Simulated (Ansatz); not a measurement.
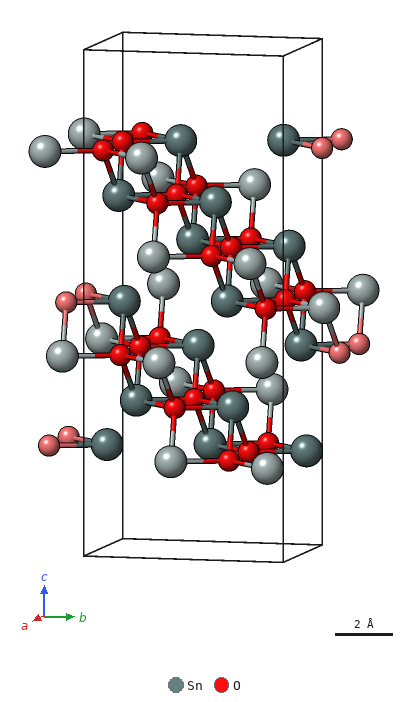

*The structure as given in the input (ball-and-stick view of the cell of the calculation, with the vacuum cut short, seen slightly off an axis; neighbours outside the cell are drawn fainter). An atom can appear more than once, as a periodic image.*

**SnO: geometry relaxation (part 1 of 3)**

SnO (slab, 28 atoms in the cell), computed with DFT r2SCAN, scalar-relativistic, plane waves, PAW, no spin polarisation (Ansatz 0.2.0).

The structure derives from an entry of the Crystallography Open Database. It belongs to a series of runs on one base structure; here: (1 1 2) slab, atoms relaxed.

## Output
```
Engine: ansatz 0.2.0, x86_64-unknown-linux-gnu
Pseudopotentials: kind: paw
Pseudopotential: Sn, paw, valence charge 14, recommended cutoff 500 eV (meta_gga), Sn.paw.azcp
Pseudopotential: O, paw, valence charge 6, recommended cutoff 500 eV (meta_gga), O.paw.azcp
Functional definition: r2SCAN
  parameter k0 = 0.174
  parameter k1 = 0.065
  parameter a1 = 4.9479
  exchange = r2scan_x(k0 = k0, k1 = k1, a1 = a1)
  correlation = r2scan_c
Crystal: 28 atoms, lattice volume = 1024.336 Å³
Basis set: ecut = 500 eV, 26059 PW (Γ), exchange–correlation on 160×216×768 points (64 copies of the dense FFT grid, shifted against one another)
Bands: 168, of which v1, the nominal top of the filled ones, is band 140 counted from 1 (139 counted from 0)
Symmetry: 2 space group operations
k-points: 12 of 35 (time reversal used)
Non-local potential: Sn, projectors of the file, l = 0: 2, l = 1: 2, l = 2: 2, l = 3: 2
Non-local potential: O, projectors of the file, l = 0: 2, l = 1: 2, l = 2: 1
PAW form: soft (Blöchl's): semilocal exchange-correlation on the pseudo side does not see the compensation charge
PAW frozen core: Sn, regenerated for the run's functional (the file was generated under x = pbe(κ = 0.804, μ = 0.2195149727645171), c = pbe(β = 0.06672455060314922))
PAW frozen core: O, regenerated for the run's functional (the file was generated under x = pbe(κ = 0.804, μ = 0.2195149727645171), c = pbe(β = 0.06672455060314922))
PAW one-centre angular grid: Sn, 590 points (default); XC on 249 of its mesh's 2787 points in the sphere
PAW one-centre angular grid: O, 302 points (default); XC on 160 Gauss nodes
Initial density: superposition of atomic densities (neutral atoms: chi_scale 0, normalization atom), corrected by the library's trained network
Initial wavefunctions: pseudopotential atomic-orbital guess
Functional: x = r2scan, c = r2scan; τ floored in thin density (d = 2e-4 eV/Å³)
SCF iter   1: F=—  HF=-92498.400281 eV  |F-HF|=—  |Δ(HF+E_count)|=         —  Δρ=6.39e-3  dr2=5.25e-1  dr2_τ=7.70e-1  ethr=1.77e-3  p=-0.000 e·Å  D=-1.11e-11 V/Å  ΔV_dip=0.00 eV  dr2_dipole=3.41e-10  V_vac-E_F(+/−)=4.23/4.23 eV  ⟨swp⟩=6.2  Hψ=7572  notcnv=0  defer=128
efield: sawtooth ramp at fractional position 0.9800 (placed from the atoms, in the widest stretch of the axis that holds none; the zero of the levels goes with the place), width 0.0400; the density the first Hamiltonian is built on has a dipole p = -0.000 e·Å; the dipole correction subtracts the counter field D = -1.11e-11 V/Å, which shifts the + side's vacuum level by +0.00 eV against the − side's; the planar-averaged density in the ramp window peaks in size at 1.7e-5 e/Å³
preconditioner: auto → Resta (q_TF=auto, 2.198 Å⁻¹)  ε∞=2.1  [insulator: Δε(μ)=0.781 eV  Ē_g=18.556 eV  σ=0.050 eV  W_gap=1.00  n_scr=176 (ndim 8)  ℏωp=19.4 eV  f_vac=0.479  D(μ)=0.00/eV (n_scr^D=0)  ε∞_Penn≈2.1  vacuum switching on, ρ_ref=2.5e-2 e/Å³]
SCF iter   2: F=—  HF=-92498.879510 eV  |F-HF|=—  |Δ(HF+E_count)|=   4.79e-1  Δρ=4.36e-3  dr2=1.17e-1  dr2_τ=2.10e-2  ethr=1.87e-4  p=0.000 e·Å  D=5.33e-6 V/Å  ΔV_dip=-0.00 eV  dr2_dipole=4.28e-9  V_vac-E_F(+/−)=4.20/4.20 eV  ⟨swp⟩=3.0  Hψ=3283  notcnv=0  defer=271
SCF iter   3: F=—  HF=-92498.879679 eV  |F-HF|=—  |Δ(HF+E_count)|=   1.69e-4  Δρ=2.17e-3  dr2=4.89e-2  dr2_τ=4.20e-3  ethr=4.17e-5  p=-0.000 e·Å  D=-4.39e-6 V/Å  ΔV_dip=0.00 eV  dr2_dipole=3.90e-9  V_vac-E_F(+/−)=4.22/4.22 eV  ⟨swp⟩=2.0  Hψ=2605  notcnv=0  defer=271
SCF iter   4: F=—  HF=-92498.878599 eV  |F-HF|=—  |Δ(HF+E_count)|=   1.08e-3  Δρ=8.17e-4  dr2=1.19e-2  dr2_τ=8.56e-4  ethr=1.75e-5  p=0.000 e·Å  D=5.43e-6 V/Å  ΔV_dip=-0.00 eV  dr2_dipole=4.40e-9  V_vac-E_F(+/−)=4.26/4.26 eV  ⟨swp⟩=2.2  Hψ=2808  notcnv=0  defer=271
SCF iter   5: F=—  HF=-92498.877454 eV  |F-HF|=—  |Δ(HF+E_count)|=   1.15e-3  Δρ=2.58e-4  dr2=6.72e-4  dr2_τ=4.49e-5  ethr=4.25e-6  p=-0.000 e·Å  D=-1.22e-6 V/Å  ΔV_dip=0.00 eV  dr2_dipole=1.69e-10  V_vac-E_F(+/−)=4.22/4.22 eV  ⟨swp⟩=2.1  Hψ=2363  notcnv=0  defer=271
SCF iter   6: F=—  HF=-92498.877790 eV  |F-HF|=—  |Δ(HF+E_count)|=   3.36e-4  Δρ=7.95e-5  dr2=4.98e-5  dr2_τ=4.51e-6  ethr=2.40e-7  p=0.000 e·Å  D=1.48e-7 V/Å  ΔV_dip=-0.00 eV  dr2_dipole=3.89e-12  V_vac-E_F(+/−)=4.23/4.23 eV  ⟨swp⟩=2.0  Hψ=2472  notcnv=0  defer=271
SCF iter   7: F=—  HF=-92498.877832 eV  |F-HF|=—  |Δ(HF+E_count)|=   4.16e-5  Δρ=4.44e-5  dr2=2.02e-5  dr2_τ=2.43e-6  ethr=3.57e-9  p=-0.000 e·Å  D=-3.00e-7 V/Å  ΔV_dip=0.00 eV  dr2_dipole=1.98e-11  V_vac-E_F(+/−)=4.23/4.23 eV  ⟨swp⟩=26.0  Hψ=24391  notcnv=0
SCF iter   8: F=-92498.877833 eV  HF=-92498.877833 eV  |F-HF|=1.78e-7  |Δ(HF+E_count)|=   1.65e-6  Δρ=1.16e-5  dr2=1.13e-6  dr2_τ=1.36e-7  ethr=3.57e-9  p=0.000 e·Å  D=1.64e-7 V/Å  ΔV_dip=-0.00 eV  dr2_dipole=3.69e-12  V_vac-E_F(+/−)=4.23/4.23 eV  ⟨swp⟩=15.6  Hψ=21018  notcnv=0
SCF 1 converged in 8 iterations: F = -92498.877833 eV  dr2 = 1.13e-6
  greatest PAW one-centre occupation: 0.994 electrons in one spin orbital (limit 2), on the Sn atom at site 12 (counted from 0), in its partial waves of l = 2
relax step   1: F+E_penalty+E_count = -92498.87783346 eV  Δ(F+E_penalty+E_count) = +0.000e0 eV  max|allowed force component| = 3.742e0 eV/Å  Δτ_max = 0.0000 Å  (8 SCF iters, dr2 threshold 1.00e-5 eV, accepted)
Initial density: handed on by an earlier stage of this run
Initial wavefunctions: those handed on with the density
iter 1 solved again at ethr=2.18e-4 eV; its pass at ethr=3.10e-3 eV (dr2=6.11e-1 eV) is discarded
SCF iter   1: F=—  HF=-92498.815455 eV  |F-HF|=—  |Δ(HF+E_count)|=         —  Δρ=5.67e-3  dr2=6.13e-1  dr2_τ=1.89e0  ethr=2.18e-4  p=0.000 e·Å  D=1.64e-7 V/Å  ΔV_dip=-0.00 eV  dr2_dipole=2.31e-14  V_vac-E_F(+/−)=4.19/4.19 eV  ⟨swp⟩=1.8  Hψ=7716  notcnv=0  defer=258
efield: sawtooth ramp at fractional position 0.9800 (handed on by an earlier solve), width 0.0400; the density the first Hamiltonian is built on has a dipole p = 0.000 e·Å; the dipole correction subtracts the counter field D = 1.64e-7 V/Å, which shifts the + side's vacuum level by -0.00 eV against the − side's; the planar-averaged density in the ramp window peaks in size at 9.1e-7 e/Å³
preconditioner: auto → Resta (q_TF=auto, 2.198 Å⁻¹)  ε∞=2.1  [insulator: Δε(μ)=0.833 eV  Ē_g=18.714 eV  σ=0.050 eV  W_gap=1.00  n_scr=176 (ndim 8)  ℏωp=19.4 eV  f_vac=0.483  D(μ)=0.00/eV (n_scr^D=0)  ε∞_Penn≈2.1  vacuum switching on, ρ_ref=2.5e-2 e/Å³]
SCF iter   2: F=—  HF=-92500.379818 eV  |F-HF|=—  |Δ(HF+E_count)|=    1.56e0  Δρ=4.27e-3  dr2=2.20e-1  dr2_τ=7.63e-3  ethr=2.18e-4  p=-0.000 e·Å  D=-7.42e-7 V/Å  ΔV_dip=0.00 eV  dr2_dipole=8.49e-11  V_vac-E_F(+/−)=3.86/3.86 eV  ⟨swp⟩=3.8  Hψ=4040  notcnv=0  defer=258
SCF iter   3: F=—  HF=-92500.366501 eV  |F-HF|=—  |Δ(HF+E_count)|=   1.33e-2  Δρ=2.07e-3  dr2=9.56e-2  dr2_τ=4.57e-3  ethr=7.86e-5  p=0.000 e·Å  D=2.67e-6 V/Å  ΔV_dip=-0.00 eV  dr2_dipole=8.67e-10  V_vac-E_F(+/−)=4.08/4.08 eV  ⟨swp⟩=2.1  Hψ=4036  notcnv=0  defer=258
SCF iter   4: F=—  HF=-92500.358921 eV  |F-HF|=—  |Δ(HF+E_count)|=   7.58e-3  Δρ=8.19e-4  dr2=8.87e-3  dr2_τ=5.76e-4  ethr=3.41e-5  p=-0.000 e·Å  D=-1.90e-6 V/Å  ΔV_dip=0.00 eV  dr2_dipole=4.77e-10  V_vac-E_F(+/−)=3.94/3.94 eV  ⟨swp⟩=2.0  Hψ=2375  notcnv=0  defer=258
SCF iter   5: F=—  HF=-92500.358472 eV  |F-HF|=—  |Δ(HF+E_count)|=   4.49e-4  Δρ=3.09e-4  dr2=6.89e-4  dr2_τ=7.02e-5  ethr=3.17e-6  p=0.000 e·Å  D=1.02e-6 V/Å  ΔV_dip=-0.00 eV  dr2_dipole=1.28e-10  V_vac-E_F(+/−)=3.96/3.96 eV  ⟨swp⟩=2.0  Hψ=3785  notcnv=0  defer=258
SCF iter   6: F=—  HF=-92500.358809 eV  |F-HF|=—  |Δ(HF+E_count)|=   3.38e-4  Δρ=1.61e-4  dr2=2.73e-4  dr2_τ=2.89e-5  ethr=2.46e-7  p=-0.000 e·Å  D=-1.67e-6 V/Å  ΔV_dip=0.00 eV  dr2_dipole=4.04e-10  V_vac-E_F(+/−)=3.97/3.97 eV  ⟨swp⟩=2.0  Hψ=3418  notcnv=0  defer=258
SCF iter   7: F=-92500.358807 eV  HF=-92500.358808 eV  |F-HF|=1.35e-6  |Δ(HF+E_count)|=   9.32e-7  Δρ=4.23e-5  dr2=1.93e-5  dr2_τ=2.34e-6  ethr=3.57e-8  p=0.000 e·Å  D=8.36e-7 V/Å  ΔV_dip=-0.00 eV  dr2_dipole=1.02e-10  V_vac-E_F(+/−)=3.97/3.97 eV  ⟨swp⟩=25.0  Hψ=22609  notcnv=0
SCF 2 converged in 7 iterations: F = -92500.358807 eV  dr2 = 1.93e-5
  greatest PAW one-centre occupation: 0.994 electrons in one spin orbital (limit 2), on the Sn atom at site 23 (counted from 0), in its partial waves of l = 2
relax step   2: F+E_penalty+E_count = -92500.35880693 eV  Δ(F+E_penalty+E_count) = -1.481e0 eV  max|allowed force component| = 4.231e-1 eV/Å  Δτ_max = 0.1947 Å  (7 SCF iters, dr2 threshold 1.00e-4 eV, accepted)
[... from here on the SCF iterations and repeated set-up lines of each step are left out, up to the last step ...]
SCF 3 converged in 8 iterations: F = -92500.458753 eV  dr2 = 8.71e-6
relax step   3: F+E_penalty+E_count = -92500.45875348 eV  Δ(F+E_penalty+E_count) = -9.995e-2 eV  max|allowed force component| = 3.338e-1 eV/Å  Δτ_max = 0.1944 Å  (8 SCF iters, dr2 threshold 1.12e-5 eV, accepted)
SCF 4 converged in 7 iterations: F = -92500.525169 eV  dr2 = 1.07e-6
relax step   4: F+E_penalty+E_count = -92500.52516862 eV  Δ(F+E_penalty+E_count) = -6.642e-2 eV  max|allowed force component| = 1.303e-1 eV/Å  Δτ_max = 0.0519 Å  (7 SCF iters, dr2 threshold 6.96e-6 eV, accepted)
SCF 5 converged in 8 iterations: F = -92500.564325 eV  dr2 = 2.36e-6
relax step   5: F+E_penalty+E_count = -92500.56432452 eV  Δ(F+E_penalty+E_count) = -3.916e-2 eV  max|allowed force component| = 1.835e-1 eV/Å  Δτ_max = 0.1673 Å  (8 SCF iters, dr2 threshold 2.58e-6 eV, accepted)
SCF 6 converged in 7 iterations: F = -92500.584645 eV  dr2 = 3.86e-6
relax step   6: F+E_penalty+E_count = -92500.58464507 eV  Δ(F+E_penalty+E_count) = -2.032e-2 eV  max|allowed force component| = 7.199e-2 eV/Å  Δτ_max = 0.0498 Å  (7 SCF iters, dr2 threshold 5.13e-6 eV, accepted)
SCF 7 converged in 7 iterations: F = -92500.590756 eV  dr2 = 5.12e-7
relax step   7: F+E_penalty+E_count = -92500.59075563 eV  Δ(F+E_penalty+E_count) = -6.111e-3 eV  max|allowed force component| = 3.677e-2 eV/Å  Δτ_max = 0.0222 Å  (7 SCF iters, dr2 threshold 7.97e-7 eV, accepted)
SCF iter   1: F=—  HF=-92500.573831 eV  |F-HF|=—  |Δ(HF+E_count)|=         —  Δρ=7.08e-4  dr2=5.52e-3  dr2_τ=3.69e-2  ethr=2.15e-5  p=-0.000 e·Å  D=-2.32e-7 V/Å  ΔV_dip=0.00 eV  dr2_dipole=1.07e-13  V_vac-E_F(+/−)=4.01/4.01 eV  ⟨swp⟩=3.0  Hψ=4188  notcnv=0  defer=263
efield: sawtooth ramp at fractional position 0.9800 (handed on by an earlier solve), width 0.0400; the density the first Hamiltonian is built on has a dipole p = -0.000 e·Å; the dipole correction subtracts the counter field D = -2.32e-7 V/Å, which shifts the + side's vacuum level by +0.00 eV against the − side's; the planar-averaged density in the ramp window peaks in size at 1.7e-6 e/Å³
preconditioner: auto → Resta (q_TF=auto, 2.198 Å⁻¹)  ε∞=2.1  [insulator: Δε(μ)=0.755 eV  Ē_g=18.760 eV  σ=0.050 eV  W_gap=1.00  n_scr=176 (ndim 8)  ℏωp=19.4 eV  f_vac=0.497  D(μ)=0.00/eV (n_scr^D=0)  ε∞_Penn≈2.1  vacuum switching on, ρ_ref=2.6e-2 e/Å³]
SCF iter   2: F=—  HF=-92500.592479 eV  |F-HF|=—  |Δ(HF+E_count)|=   1.86e-2  Δρ=3.41e-4  dr2=1.69e-3  dr2_τ=4.81e-5  ethr=1.97e-6  p=-0.000 e·Å  D=-6.11e-8 V/Å  ΔV_dip=0.00 eV  dr2_dipole=4.67e-12  V_vac-E_F(+/−)=4.01/4.01 eV  ⟨swp⟩=2.0  Hψ=4029  notcnv=0  defer=263
SCF iter   3: F=—  HF=-92500.592300 eV  |F-HF|=—  |Δ(HF+E_count)|=   1.79e-4  Δρ=1.82e-4  dr2=3.87e-4  dr2_τ=1.57e-5  ethr=6.05e-7  p=0.000 e·Å  D=2.44e-7 V/Å  ΔV_dip=-0.00 eV  dr2_dipole=8.17e-13  V_vac-E_F(+/−)=4.02/4.02 eV  ⟨swp⟩=2.0  Hψ=3337  notcnv=0  defer=263
SCF iter   4: F=—  HF=-92500.592351 eV  |F-HF|=—  |Δ(HF+E_count)|=   5.10e-5  Δρ=1.21e-4  dr2=2.69e-4  dr2_τ=8.91e-6  ethr=1.38e-7  p=0.000 e·Å  D=1.41e-8 V/Å  ΔV_dip=-0.00 eV  dr2_dipole=2.53e-12  V_vac-E_F(+/−)=4.01/4.01 eV  ⟨swp⟩=3.2  Hψ=3948  notcnv=0  defer=263
SCF iter   5: F=—  HF=-92500.592344 eV  |F-HF|=—  |Δ(HF+E_count)|=   7.36e-6  Δρ=3.93e-5  dr2=1.30e-5  dr2_τ=1.47e-6  ethr=9.61e-8  p=0.000 e·Å  D=1.80e-7 V/Å  ΔV_dip=-0.00 eV  dr2_dipole=1.46e-13  V_vac-E_F(+/−)=4.02/4.02 eV  ⟨swp⟩=2.0  Hψ=2242  notcnv=0  defer=263
SCF iter   6: F=—  HF=-92500.592644 eV  |F-HF|=—  |Δ(HF+E_count)|=   3.00e-4  Δρ=1.73e-5  dr2=3.32e-6  dr2_τ=2.84e-7  ethr=4.64e-9  p=0.000 e·Å  D=1.36e-7 V/Å  ΔV_dip=-0.00 eV  dr2_dipole=8.15e-15  V_vac-E_F(+/−)=4.02/4.02 eV  ⟨swp⟩=2.0  Hψ=2617  notcnv=0  defer=263
SCF iter   7: F=—  HF=-92500.592644 eV  |F-HF|=—  |Δ(HF+E_count)|=   2.35e-7  Δρ=6.25e-6  dr2=4.52e-7  dr2_τ=3.83e-8  ethr=1.19e-9  p=0.000 e·Å  D=1.49e-7 V/Å  ΔV_dip=-0.00 eV  dr2_dipole=1.24e-13  V_vac-E_F(+/−)=4.02/4.02 eV  ⟨swp⟩=2.0  Hψ=3289  notcnv=0  defer=263
SCF iter   8: F=-92500.592644 eV  HF=-92500.592644 eV  |F-HF|=2.49e-8  |Δ(HF+E_count)|=   6.06e-8  Δρ=2.65e-6  dr2=6.52e-8  dr2_τ=7.99e-9  ethr=3.57e-11  p=0.000 e·Å  D=9.15e-8 V/Å  ΔV_dip=-0.00 eV  dr2_dipole=3.72e-14  V_vac-E_F(+/−)=4.02/4.02 eV  ⟨swp⟩=20.4  Hψ=18692  notcnv=0
SCF 8 converged in 8 iterations: F = -92500.592644 eV  dr2 = 6.52e-8
relax step   8: F+E_penalty+E_count = -92500.59264383 eV  Δ(F+E_penalty+E_count) = -1.888e-3 eV  max|allowed force component| = 1.964e-2 eV/Å  Δτ_max = 0.0202 Å  (8 SCF iters, accepted)
iter 1 solved again at ethr=2.32e-11 eV; its pass at ethr=3.10e-3 eV (dr2=6.50e-8 eV) is discarded
SCF iter   1: F=—  HF=-92500.592644 eV  |F-HF|=—  |Δ(HF+E_count)|=         —  Δρ=2.65e-6  dr2=6.52e-8  dr2_τ=7.99e-9  ethr=2.32e-11  p=0.000 e·Å  D=9.15e-8 V/Å  ΔV_dip=-0.00 eV  dr2_dipole=3.64e-14  V_vac-E_F(+/−)=4.02/4.02 eV  ⟨swp⟩=1.0  Hψ=5600  notcnv=0
efield: sawtooth ramp at fractional position 0.9800 (kept from the solve that this one continues, or follows in the run), width 0.0400; the density the first Hamiltonian is built on has a dipole p = 0.000 e·Å; the dipole correction subtracts the counter field D = 9.15e-8 V/Å, which shifts the + side's vacuum level by -0.00 eV against the − side's; the planar-averaged density in the ramp window peaks in size at 1.7e-6 e/Å³
preconditioner: auto → Resta (q_TF=auto, 2.198 Å⁻¹)  ε∞=2.1  [insulator: Δε(μ)=0.762 eV  Ē_g=18.761 eV  σ=0.050 eV  W_gap=1.00  n_scr=176 (ndim 8)  ℏωp=19.4 eV  f_vac=0.497  D(μ)=0.00/eV (n_scr^D=0)  ε∞_Penn≈2.1  vacuum switching on, ρ_ref=2.6e-2 e/Å³]
SCF iter   2: F=-92500.592644 eV  HF=-92500.592644 eV  |F-HF|=5.20e-9  |Δ(HF+E_count)|=   5.88e-9  Δρ=1.48e-6  dr2=2.00e-8  dr2_τ=3.31e-9  ethr=2.32e-11  p=0.000 e·Å  D=1.22e-7 V/Å  ΔV_dip=-0.00 eV  dr2_dipole=2.30e-14  V_vac-E_F(+/−)=4.02/4.02 eV  ⟨swp⟩=13.3  Hψ=15368  notcnv=0
SCF 9 converged in 2 iterations: F = -92500.592644 eV  dr2 = 2.00e-8
```

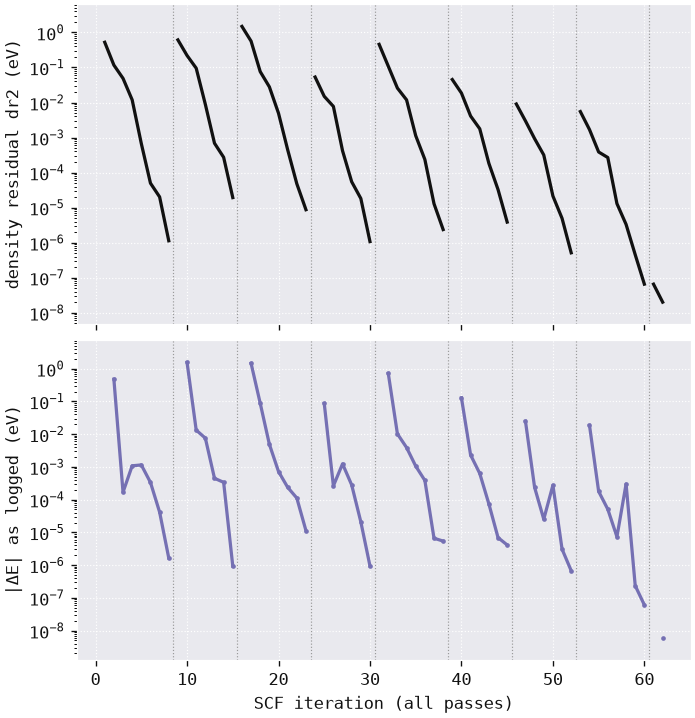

*Convergence of the self-consistent field: density residual dr2 and size of the energy change against the SCF iteration. Dotted lines part the SCF passes that the log prints in full.*

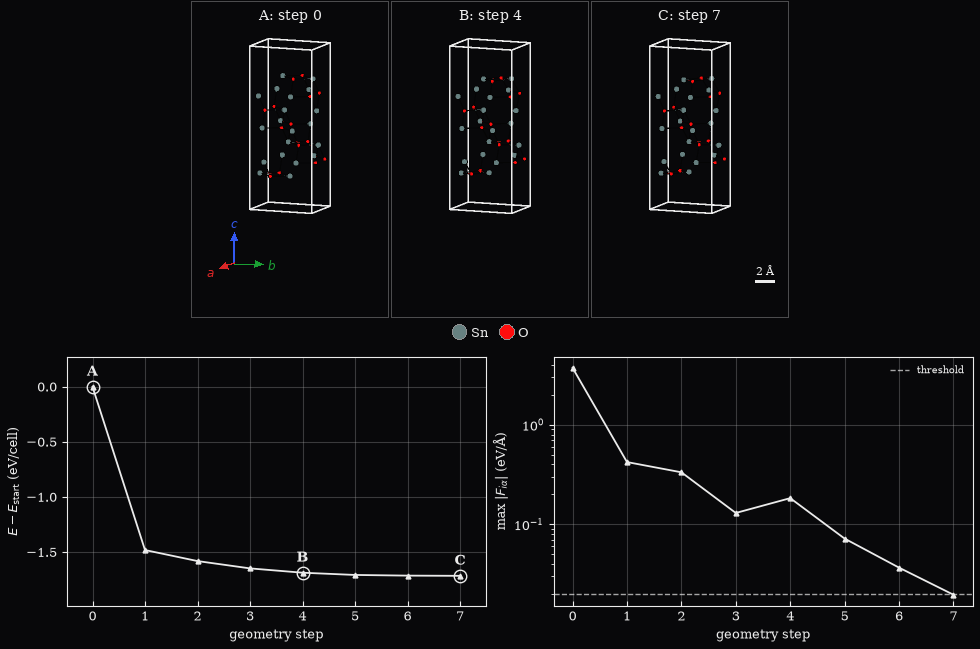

*Frames of the relaxation (ball-and-stick view of the cell of the calculation, with the vacuum cut short (origin shifted), seen slightly off an axis) above the curves, on which the letters mark them (the first geometry is step 0 here and step 1 in the log).*
